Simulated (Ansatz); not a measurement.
# What a change does: single-point calculation on HfSi31

System: HfSi31 (defect cell, 32 atoms in the cell, total charge +1).
Method of the first run: DFT PBE, scalar-relativistic, plane waves, PAW, spin-polarised (Ansatz 0.2.0).

The structure derives from an entry of the Crystallography Open Database. Text and figures count atoms from 1; the logs count them from 0 in places.

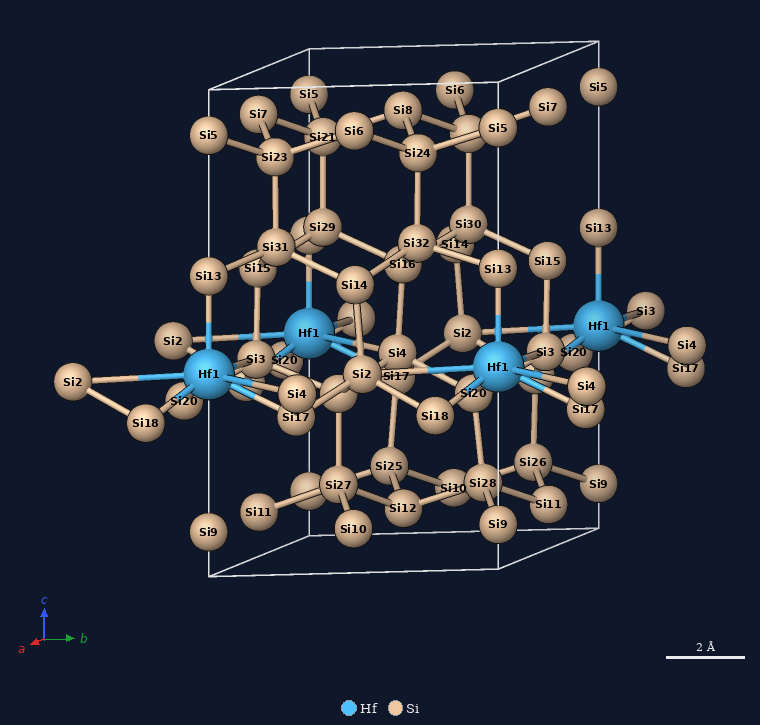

The input geometry (ball-and-stick view of the cell of the calculation, seen slightly off an axis; bonded neighbours outside the cell are drawn too; atoms are numbered from 1 in the order of the input). An atom can appear more than once, as a periodic image.

Input file, the first run:
```yaml
crystal:
  lattice:
    - [7.5896, 0.0, 0.0]
    - [-3.7948, 6.572786, 0.0]
    - [0.0, 0.0, 12.7099]
  atoms:
    - { symbol: Hf, position: [-0.0002528237, -0.0005283688, 0.4159672399], spin: 0.2 }
    - { symbol: Si, position: [-0.0007070474, 0.5300597108, 0.4074723921] }
    - { symbol: Si, position: [0.5317675452, 0.000579835, 0.4074362578] }
    - { symbol: Si, position: [0.46985581, 0.4681697539, 0.407455777] }
    - { symbol: Si, position: [9.56725e-05, -0.0004942723, 0.9064068534] }
    - { symbol: Si, position: [0.0002192925, 0.5029533604, 0.9077261871] }
    - { symbol: Si, position: [0.5032979602, -0.0004884389, 0.9076413873] }
    - { symbol: Si, position: [0.4965943409, 0.4962180878, 0.9076433729] }
    - { symbol: Si, position: [4.13361e-05, -0.0004995344, 0.0917178104] }
    - { symbol: Si, position: [-0.0006511936, 0.4993428925, 0.0908235046] }
    - { symbol: Si, position: [0.5004612312, 0.0003297938, 0.0907361806] }
    - { symbol: Si, position: [0.5001782711, 0.498909578, 0.0907331978] }
    - { symbol: Si, position: [6.42881e-05, -0.0004661086, 0.6172804914], spin: 0.2 }
    - { symbol: Si, position: [0.0015154838, 0.505649867, 0.5919593735] }
    - { symbol: Si, position: [0.5049643298, -0.0018285972, 0.5919248861] }
    - { symbol: Si, position: [0.4941227804, 0.4949017821, 0.5919270837] }
    - { symbol: Si, position: [0.1460260971, 0.352259124, 0.3348223394], spin: 0.2 }
    - { symbol: Si, position: [0.2071371164, 0.8540396175, 0.3349046769], spin: 0.2 }
    - { symbol: Si, position: [0.66695607, 0.3329396474, 0.3429838057] }
    - { symbol: Si, position: [0.6473014855, 0.7924872038, 0.3345541027], spin: 0.2 }
    - { symbol: Si, position: [0.3365031264, 0.1641204634, 0.8452805785] }
    - { symbol: Si, position: [0.3334033967, 0.6662573157, 0.8436983759] }
    - { symbol: Si, position: [0.8355449497, 0.1714801292, 0.8454716939] }
    - { symbol: Si, position: [0.8280984403, 0.6629837352, 0.845441696] }
    - { symbol: Si, position: [0.1674395043, 0.3351237591, 0.1523569319] }
    - { symbol: Si, position: [0.1682360351, 0.8321102721, 0.1524236268] }
    - { symbol: Si, position: [0.6667476851, 0.3328940658, 0.1560911755] }
    - { symbol: Si, position: [0.6642855704, 0.8313016621, 0.1521401309] }
    - { symbol: Si, position: [0.341044529, 0.1654327723, 0.6599789229] }
    - { symbol: Si, position: [0.3334844396, 0.666224337, 0.6571459772] }
    - { symbol: Si, position: [0.8342862418, 0.1746200598, 0.660184213] }
    - { symbol: Si, position: [0.8251509659, 0.65865483, 0.66014928] }
magnetization:
  spin_polarized: true
total_charge: 1
basis:
  ecutwfc: 420
  fft_grid_basis: typed
kpoints:
  mp_grid: { grid: [3, 3, 1] }
hamiltonian:
  xc: pbe
  pseudopotentials: { kind: paw }
scf:
  occupations: { method: gaussian, width: 0.05 }
output:
  forces: true
  stress: false
  eigenvalues: true
  bader: true
  write_density: true
  volumetric_format: npy
  populations: true
```

Launched with:
```bash
ansatz run input.yaml --threads 4 --pin off --max-ram 10240MiB --backend cpu --events-out ev --progress --plain --runs-dir out
```

Hardware: 4 threads of Arm Neoverse V2, 24 GiB of memory available, shared host.

Output, shortened to warnings, some set-up lines, iterations and results (the first run):
```
Basis set: ecut = 420 eV, 12427 PW (Γ), exchange–correlation on 108×108×180 points (8 copies of the dense FFT grid, shifted against one another)
Symmetry: 1 space group operations
k-points: 5 of 9 (time reversal used)
Initial density: superposition of atomic densities (chi_scale 0.1, normalization cell, long waves kept (reshape's long-wave potential 0.53 eV rms))
[...]
SCF iter   1: F=—  HF=-35434.455368 eV  |F-HF|=—  |Δ(HF+E_count)|=         —  Δρ=3.03e-2 (↑3.03e-2 ↓2.94e-2)  dr2=1.00e2  dr2_m=1.55e-2  M=0.602 μB ∫|m|=0.620 μB  β_m=0.30  …
SCF iter   2: F=—  HF=-35435.379517 eV  |F-HF|=—  |Δ(HF+E_count)|=   9.24e-1  Δρ=2.14e-2 (↑2.07e-2 ↓2.14e-2)  dr2=5.49e1  dr2_m=5.97e-3  M=0.310 μB ∫|m|=0.350 μB  β_m=0.59  …
SCF iter   3: F=—  HF=-35435.157339 eV  |F-HF|=—  |Δ(HF+E_count)|=   2.22e-1  Δρ=6.68e-3 (↑6.68e-3 ↓6.45e-3)  dr2=2.49e0  dr2_m=1.46e-3  M=0.186 μB ∫|m|=0.198 μB  β_m=0.52  …
SCF iter   4: F=—  HF=-35434.396038 eV  |F-HF|=—  |Δ(HF+E_count)|=   7.61e-1  Δρ=3.86e-3 (↑3.86e-3 ↓3.74e-3)  dr2=7.42e-1  dr2_m=7.46e-4  M=0.212 μB ∫|m|=0.219 μB  β_m=0.76  …
SCF iter   5: F=—  HF=-35434.847882 eV  |F-HF|=—  |Δ(HF+E_count)|=   4.52e-1  Δρ=1.20e-3 (↑1.20e-3 ↓9.79e-4)  dr2=7.02e-2  dr2_m=4.26e-4  M=0.354 μB ∫|m|=0.362 μB  β_m=0.76  …
[... 6 lines ...]
SCF iter  12: F=—  HF=-35434.858618 eV  |F-HF|=—  |Δ(HF+E_count)|=   1.28e-6  Δρ=3.26e-6 (↑2.23e-6 ↓3.26e-6)  dr2=3.68e-7  dr2_m=3.27e-8  M=0.517 μB ∫|m|=0.544 μB  β_m=0.96  …
SCF iter  13: F=—  HF=-35434.858618 eV  |F-HF|=—  |Δ(HF+E_count)|=   7.23e-8  Δρ=1.14e-6 (↑9.93e-7 ↓1.14e-6)  dr2=1.72e-8  dr2_m=5.36e-9  M=0.517 μB ∫|m|=0.544 μB  β_m=0.96  …
SCF iter  14: F=—  HF=-35434.858618 eV  |F-HF|=—  |Δ(HF+E_count)|=   1.42e-8  Δρ=2.87e-7 (↑2.87e-7 ↓2.70e-7)  dr2=1.12e-9  dr2_m=3.56e-10  M=0.517 μB ∫|m|=0.545 μB  β_m=0.93  …
SCF iter  15: F=-35434.858618 eV  HF=-35434.858618 eV  |F-HF|=1.75e-10  |Δ(HF+E_count)|=   1.06e-9  Δρ=7.12e-8 (↑6.14e-8 ↓7.12e-8)  dr2=2.57e-10  dr2_m=7.14e-12  M=0.517 μB …
SCF 1 converged in 15 iterations: F = -35434.858618 eV  dr2 = 2.57e-10
SCF converged after 15 iterations
Magnetization: 0.5172 μB (74.7586 up, 74.2414 down)
Absolute magnetization: 0.5465 μB (∫|ρ↑−ρ↓|, with the PAW one-centre terms)
Spin contamination: 0.0015 ħ² per cell (⟨S²⟩ above its minimum at these occupations)
Per-site moments (μB) at R_I (Å): [(0.08908655482395963, 1.0509950839663245), (0.006831166648447601, 0.9600353281705611), (0.00686534193727455, 0.9600679882532678), (0.006907152387617881, 0.9599834964847042), (0.0013390520635373588, 0.9667954924062583), (0.001652152008999827, 0.9561536523474239), …
Free energy (F): -35434.858618 eV
Harris-Foulkes:  -35434.858618 eV  (|F-HF|=1.75e-10)
Internal energy: -35434.849480 eV  (E = F + TS)
E sigma→0 (E₀):  -35434.854049 eV
Entropy (-TS):   -0.009138 eV (-0.286 meV/atom)
Fermi energy:    6.619670 eV
--- Per-component energies (eV) ---
  E_band       = -94.674934
  E_kinetic    = 1675.857430
  E_local      = -10473.631221  (includes V_loc(G=0)·N_el)
  E_nonlocal   = -436.090757
  E_hartree    = 4752.306836
  E_xc         = -2006.414465
  E_vxc        = -1709.280675  (∫ρ·V_xc dr)
  E_paw        = -22825.149321  (= ΣΔE_a)
  E_vpaw       = 1343.854740  (= ΣTr[D̂ρ^β])
  E_aug_tail   = 0.000182  (compensation charges beyond the density's cutoff)
  E_ewald      = -6121.728165
  E_smearing   = -0.009138  (= −TS)
  E_closure    = 0.000000  (closes the sum)
  E_deformation_potential = 13.265186  (in the stress; not in F)
  Σ components = -35434.858618   (vs F -35434.858618, Δ=0.00e0)
--- Forces (eV/Å), atoms counted from 1 ---
[...]
```

The input of the second run differs as follows (lines with − go, lines with + come):
```diff
-total_charge: 1
```

Predict how the results change.

The total energies belong to different systems, so their difference says nothing on which is more stable or more accurate. A gap of 0.45 eV opens on the mesh, where the first run has none. The net moment of the cell goes from 0.52 to 0.00 μB. The largest force goes from 0.351 to 0.021 eV/Å. A charged cell is computed with a uniform neutralising background, so its energy and pressure depend on the cell and aren't those of a real crystal. The SCF takes 12 iterations against 15.

Output, shortened to warnings, some set-up lines, iterations and results (the second run):
```
WARN: the starting moments were not kept: the SCF closed with an absolute magnetisation of 3.1e-6 μB, where they sum to 1 μB in size (5 sites). That is at most 0.1 of that sum. Measured as dr2_m measures the in/out step, that magnetisation stands 1.0e-13 eV from none, at or under the dr2_threshold of 1.0e-7 eV: it is no larger than a step whose dr2_m would equal this threshold. The system may …
Basis set: ecut = 420 eV, 12427 PW (Γ), exchange–correlation on 108×108×180 points (8 copies of the dense FFT grid, shifted against one another)
Symmetry: 1 space group operations
k-points: 5 of 9 (time reversal used)
Initial density: superposition of atomic densities (chi_scale 0.1, normalization cell, long waves kept (reshape's long-wave potential 0.53 eV rms))
[...]
SCF iter   1: F=—  HF=-35424.201941 eV  |F-HF|=—  |Δ(HF+E_count)|=         —  Δρ=2.62e-2 (↑2.52e-2 ↓2.62e-2)  dr2=4.66e1  dr2_m=1.42e-2  M=0.053 μB ∫|m|=0.181 μB  β_m=0.30  …
SCF iter   2: F=—  HF=-35424.943725 eV  |F-HF|=—  |Δ(HF+E_count)|=   7.42e-1  Δρ=1.83e-2 (↑1.77e-2 ↓1.83e-2)  dr2=1.10e1  dr2_m=7.65e-3  M=0.043 μB ∫|m|=0.155 μB  β_m=0.45  …
SCF iter   3: F=—  HF=-35427.449793 eV  |F-HF|=—  |Δ(HF+E_count)|=    2.51e0  Δρ=8.38e-3 (↑8.17e-3 ↓8.38e-3)  dr2=2.19e0  dr2_m=1.84e-3  M=0.000 μB ∫|m|=0.065 μB  β_m=0.58  …
SCF iter   4: F=—  HF=-35428.121427 eV  |F-HF|=—  |Δ(HF+E_count)|=   6.72e-1  Δρ=2.14e-3 (↑2.14e-3 ↓2.14e-3)  dr2=2.12e-1  dr2_m=2.50e-5  M=0.000 μB ∫|m|=0.017 μB  β_m=0.59  …
SCF iter   5: F=—  HF=-35428.100870 eV  |F-HF|=—  |Δ(HF+E_count)|=   2.06e-2  Δρ=8.07e-4 (↑8.07e-4 ↓7.99e-4)  dr2=2.53e-2  dr2_m=9.23e-6  M=-0.000 μB ∫|m|=0.007 μB  β_m=0.57  …
SCF iter   6: F=—  HF=-35428.112907 eV  |F-HF|=—  |Δ(HF+E_count)|=   1.20e-2  Δρ=4.37e-4 (↑4.34e-4 ↓4.37e-4)  dr2=5.69e-3  dr2_m=2.80e-6  M=-0.000 μB ∫|m|=0.003 μB  β_m=0.79  …
SCF iter   7: F=—  HF=-35428.124359 eV  |F-HF|=—  |Δ(HF+E_count)|=   1.15e-2  Δρ=1.22e-4 (↑1.22e-4 ↓1.19e-4)  dr2=6.94e-4  dr2_m=3.34e-7  M=-0.000 μB ∫|m|=0.001 μB  β_m=0.88  …
SCF iter   8: F=—  HF=-35428.124867 eV  |F-HF|=—  |Δ(HF+E_count)|=   5.08e-4  Δρ=3.43e-5 (↑3.43e-5 ↓3.37e-5)  dr2=1.27e-4  dr2_m=1.88e-8  M=-0.000 μB ∫|m|=0.000 μB  β_m=0.90  …
SCF iter   9: F=—  HF=-35428.124894 eV  |F-HF|=—  |Δ(HF+E_count)|=   2.65e-5  Δρ=1.08e-5 (↑1.05e-5 ↓1.08e-5)  dr2=1.00e-5  dr2_m=2.30e-9  M=0.000 μB ∫|m|=0.000 μB  β_m=0.95  …
SCF iter  10: F=—  HF=-35428.125209 eV  |F-HF|=—  |Δ(HF+E_count)|=   3.16e-4  Δρ=2.68e-6 (↑2.65e-6 ↓2.68e-6)  dr2=3.48e-7  dr2_m=3.87e-10  M=0.000 μB ∫|m|=0.000 μB  β_m=0.97  …
SCF iter  11: F=—  HF=-35428.125210 eV  |F-HF|=—  |Δ(HF+E_count)|=   1.74e-7  Δρ=9.50e-7 (↑9.50e-7 ↓9.46e-7)  dr2=6.91e-8  dr2_m=7.83e-12  M=0.000 μB ∫|m|=0.000 μB  β_m=0.99  …
SCF iter  12: F=-35428.125210 eV  HF=-35428.125210 eV  |F-HF|=7.57e-10  |Δ(HF+E_count)|=   3.58e-8  Δρ=3.47e-7 (↑3.47e-7 ↓3.42e-7)  dr2=6.69e-9  dr2_m=1.01e-12  M=0.000 μB …
SCF 1 converged in 12 iterations: F = -35428.125210 eV  dr2 = 6.69e-9
WARN: the starting moments were not kept: the SCF closed with an absolute magnetisation of 3.1e-6 μB, where they sum to 1 μB in size (5 sites). That is at most 0.1 of that sum. Measured as dr2_m measures the in/out step, that magnetisation stands 1.0e-13 eV from none, at or under the dr2_threshold …
SCF converged after 12 iterations
Magnetization: 0.0000 μB (75.0000 up, 75.0000 down)
Absolute magnetization: 0.0000 μB (∫|ρ↑−ρ↓|, with the PAW one-centre terms)
Spin contamination: 0.0000 ħ² per cell (⟨S²⟩ above its minimum at these occupations)
[...]
```

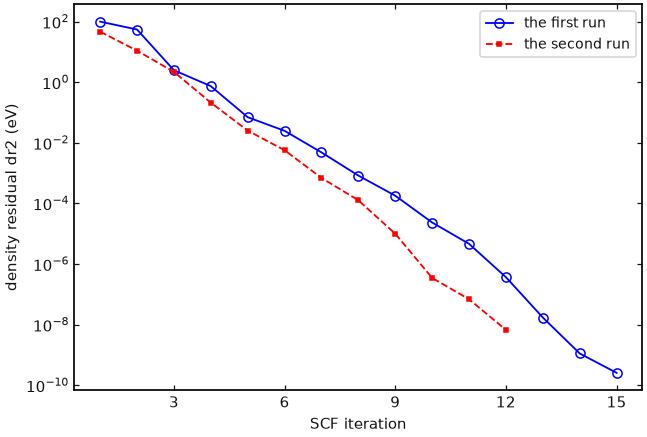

Convergence of the two runs: density residual dr2 against the SCF iteration. The first run takes 15 iterations in all, and the second run takes 12.

The two runs side by side:

| quantity | the first run | the second run |
| --- | --- | --- |
| outcome | converged | converged |
| free energy per atom (eV) | −1107.3393 | −1107.1289 |
| gap on the mesh (eV) | 0.00 | 0.45 |
| net moment of the cell (μB) | 0.52 | 0.00 |
| absolute moment of the cell (μB) | 0.55 | 0.00 |
| largest force (eV/Å) | 0.351 | 0.021 |
| SCF iterations | 15 | 12 |
| irreducible k-points | 5 | 5 |
| plane waves at Γ | 12427 | 12427 |
| wall time (shared host) | 2.7 min | 2.5 min |

For both runs: Spin–orbit coupling is left out, which matters for Hf. For the first run: The cell is charged and computed with a neutralising background, so its energy and pressure depend on the cell and aren't those of a real crystal. The k-point mesh is coarse for a cell of this size, so the results may not be converged. For the second run: Warnings: some starting moments were not kept.
